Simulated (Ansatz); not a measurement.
# TiPbO3: what the fields show

```cif
data_structure
_symmetry_space_group_name_H-M 'P 1'
_symmetry_Int_Tables_number 1
_cell_length_a 3.8630
_cell_length_b 3.8630
_cell_length_c 4.1286
_cell_angle_alpha 90.000
_cell_angle_beta 90.000
_cell_angle_gamma 90.000
_cell_volume 61.61
loop_
_atom_site_label
_atom_site_type_symbol
_atom_site_fract_x
_atom_site_fract_y
_atom_site_fract_z
_atom_site_occupancy
Pb1 Pb 0.00000 0.00000 0.00000 1
Ti1 Ti 0.50000 0.50000 0.54100 1
O1 O 0.50000 0.50000 0.11480 1
O2 O 0.50000 0.00000 0.62080 1
O3 O 0.00000 0.50000 0.62080 1
```

Space group P4mm; computed pressure about 6 GPa in this cell; computed without spin polarisation.

Level of theory: DFT, PAW plane waves, r2SCAN (Ansatz 0.2.0).

In a PAW calculation such maps are meaningful between the atoms, not at the nuclei.

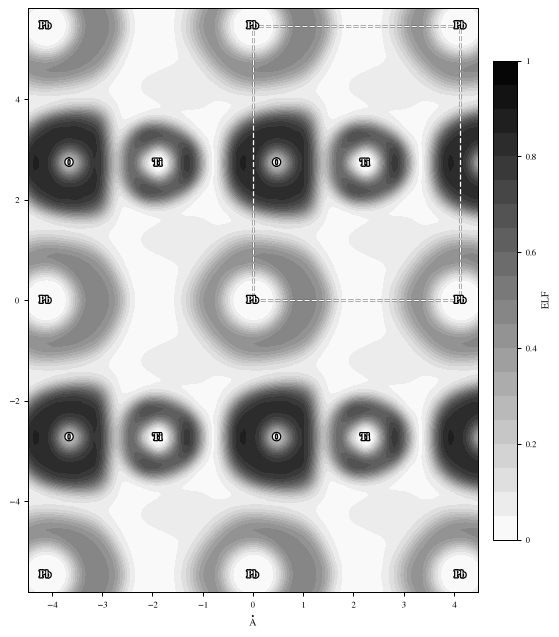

Figure 1. ELF on the (11̄0) plane of the conventional cell.

> Describe what can be read from this map.

The plane passes through Pb, Ti and O nuclei.
Ti–O (1.76 Å): the ELF peaks at about 0.80 in the valence shell of O, 0.5 Å from its nucleus, and is about 0.30 at the midpoint.
The features right at Ti lie inside the PAW spheres, where the map follows smoothed inner orbitals and isn't to be read closely.

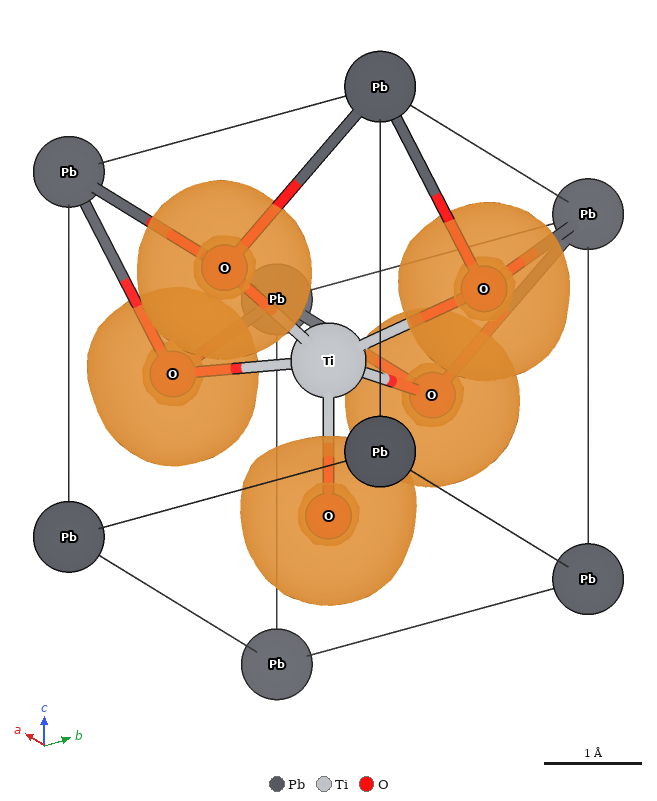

Figure 2. Isosurface of the electron localisation function at 0.65 (orange), seen at an oblique angle. Core shells are left out. Sticks mark near contacts.

> Describe the localisation domains.

At this value the surface marks out three regions wrapped around O (the valence shell of each), counted in one cell of 5 atoms. Any copies at cell faces, edges or corners count once. Profiles from the grid: Pb–O (2.49 Å): the ELF is about 0.15 at the midpoint; no shared electron pair shows on this line.

> Does the calculation make it a metal, or give it a gap?

It is gapped, with a Kohn–Sham gap of 2.2 eV on the k-point mesh (the band edges may lie off the mesh, which would make the gap smaller).

> How much charge does the calculation move between the atoms?

Electrons move from Pb and Ti towards O. Bader charges: Pb +1.44, Ti +2.30 and O −1.27 to −1.20 e.
